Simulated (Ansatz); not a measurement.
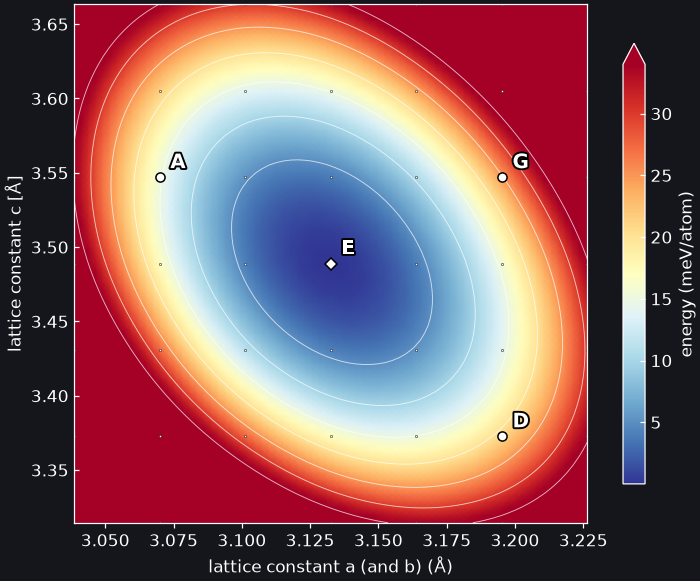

ZrB2 (P6/mmm, No. 191; 3 atoms in the cell). 
- The energy is mapped over the lattice constants a and c of the conventional cell.
- Coordinates scanned: (1) lattice constant a (and b); (2) lattice constant c.
- Nothing is relaxed (symmetry fixes all fractional coordinates).
- The grid has 7 × 7 points.
- Points are written as (first, second).
- Energies are in meV/atom, from the lowest grid point.
- Computed with DFT LDA, scalar-relativistic, plane waves, PAW in Ansatz. Settings: cutoff 520 eV, k-mesh 15×15×12 in the order of the run's cell vectors, gaussian smearing 0.15 eV, no spin polarisation.

In the figure: a smooth colour map with a few white contour lines, dots at the grid points, one colour for all values above the top of the scale, lettered points. Between grid points the surface is interpolated.

Is G the lowest point of the computed grid?

No. G lies 25 meV/atom above the lowest grid point, which is at (3.133 Å, 3.489 Å).

What kind of point is each of A, D, E, G: minimum, saddle, maximum or slope?

A: on a slope; D: on a slope; E: minimum; G: on a slope. (In these two coordinates alone; a stationary point may lie a little off the grid point.)

Rank the lettered points by energy, lowest first.

E (0 meV/atom), A (15 meV/atom), D (21 meV/atom), G (25 meV/atom).
